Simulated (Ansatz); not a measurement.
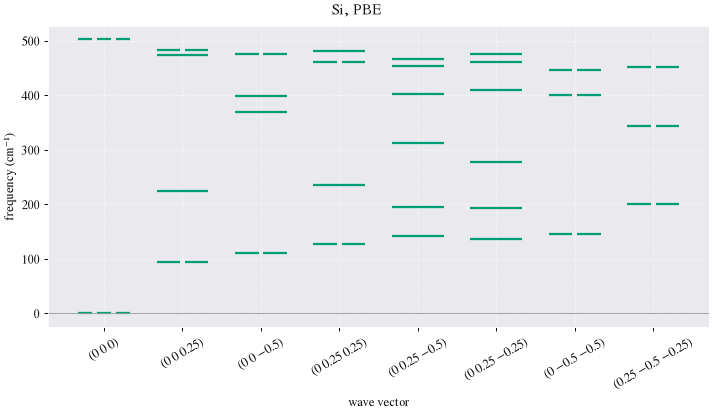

Method: harmonic phonon frequencies at the irreducible points of a q mesh with atoms at rest in the given cell, q in fractions of the reciprocal cell vectors, no long-range term at q = 0, imaginary frequencies are negative, the first points where there are many; plane waves with PAW datasets (Ansatz 0.2.0). Level: PBE, no spin polarisation.

```json
{"setting": "wave cutoff", "value": "420 eV"}
{"setting": "k mesh", "value": "8×8×8"}
{"setting": "occupations", "value": "fixed"}
{"setting": "pressure", "value": "0 GPa"}
{"setting": "phonon method", "value": "linear response"}
{"setting": "q mesh", "value": "4×4×4"}
```

The given structure:
```xyz
2
Lattice="0.0000 2.7351 2.7351 2.7351 0.0000 2.7351 2.7351 2.7351 0.0000" Properties=species:S:1:pos:R:3 pbc="T T T"
Si    1.3675    1.3675    1.3675
Si    0.0000    0.0000    0.0000
```

Figure. Phonon frequencies at several wave vectors (in fractions of the reciprocal vectors of the given cell) for Si, space group Fd-3m (No. 227). Imaginary frequencies are drawn as negative.

No frequency is imaginary, so the structure is stable to these displacements at the wave vectors computed. The highest mode among the wave vectors computed lies at 502.9 cm⁻¹, at (0 0 0).

Limits of the calculation: a crossing between the sampled k points may be missed; field response not converged on the k mesh.
